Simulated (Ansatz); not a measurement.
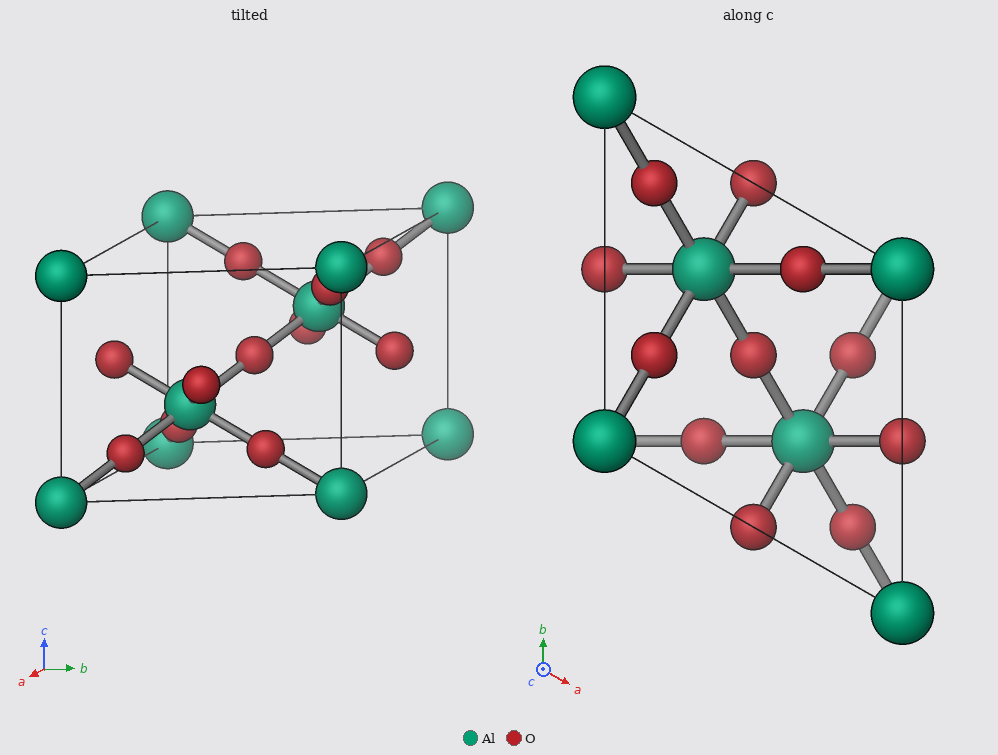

The image is a ball-and-stick drawing of a crystal, viewed slightly off an axis and along the c axis. The frame is the conventional unit cell; atoms at its boundary are shown with their periodic copies. Cell: a = 5.76 Å, b = 5.76 Å, c = 4.74 Å, α = 90.00°, β = 90.00°, γ = 120.00°.

Its origin is a structure type filled with these elements by a generator (whether the compound takes this form wasn't checked). Earlier steps of the study may have refined or changed the cell and positions. It was the input of a calculation with Ansatz.

Question: Caption:

Answer: The material is AlO$_{3}$. The space group is R-3m (No. 166); the lattice is rhombohedral (trigonal R). Content of the cell: 3 Al, 9 O (Z = 3). Al is coordinated by six O in a distorted octahedral arrangement at about 1.8 Å. Each O is bonded to two Al in a linear arrangement at about 1.8 Å. The bonds build a three-dimensional framework.

Results below were computed with Ansatz, DFT PBE, scalar-relativistic, plane waves, PAW; the settings were wavefunction cutoff 420 eV, k-points about 0.12 Å⁻¹ apart, Gaussian smearing of 0.1 eV, no spin polarisation.

Question: What is the electronic character?

Answer: A metal: bands cross the Fermi level.

Question: How are the electrons shared out in a Bader analysis?

Answer: Al +2.57 e; O -0.86 e.

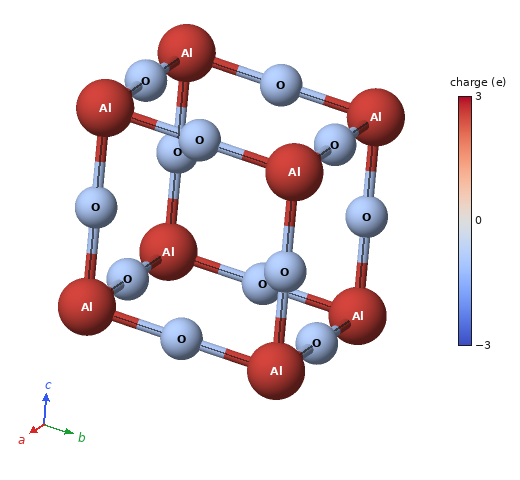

The atoms coloured by those charges. The run's cell of 4 atoms is drawn, so axes and origin can differ from the first picture.

Question: Is the structure relaxed at this level of theory?

Answer: Yes. All forces vanish to within 0.01 eV/Å. The pressure is 0.0 GPa, close to zero.
